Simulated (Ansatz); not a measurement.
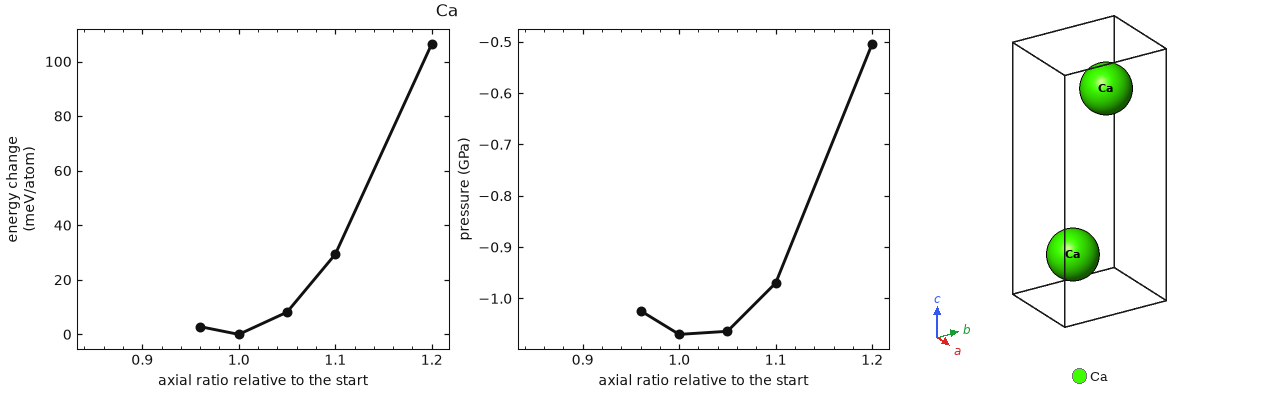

The picture above shows the energy change and pressure against relative axial ratio for Ca, space group Cmcm (No. 63). The cell is drawn beside the plot.

Structure:
```
CELL_PARAMETERS angstrom
1.97128 -3.39549 0.00000
1.97128 3.39549 0.00000
0.00000 0.00000 6.50911
ATOMIC_POSITIONS crystal
Ca 0.83559 0.16441 0.25000
Ca 0.16441 0.83559 0.75000
```

Calculation (Ansatz 0.2.0): deformation of a crystal at fixed volume, lengths along the axis scaled against those across it, fractional coordinates fixed, by plane-wave density functional theory with PAW datasets, free energies less that of the undisturbed cell, pressure positive in compression; scalar-relativistic. Level: PBEsol, no spin polarisation.

```json
{"setting": "wave cutoff", "value": "420 eV"}
{"setting": "k mesh", "value": "16×16×8"}
{"setting": "occupations", "value": "Gaussian"}
{"setting": "smearing width", "value": "0.15 eV"}
{"setting": "k shift", "value": "(0, 0, 0) (mesh steps)"}
{"setting": "start", "value": "as given"}
{"setting": "path", "value": "axial"}
{"setting": "axis direction", "value": "(0, 0, 1) (Cartesian unit vector)"}
```

The points at relative axial ratio 0.85 and 0.92 are left out of the plot. What values does the calculation give there?

| axial ratio relative to the start | energy change (meV/atom) | pressure (GPa) |
| --- | --- | --- |
| 0.85 | 51 | −0.804 |
| 0.92 | 13 | −0.966 |

Keep in mind: reference crystal is not relaxed; shape and atomic fractions are frozen while scaling, which makes layered, chain and framework solids too stiff.
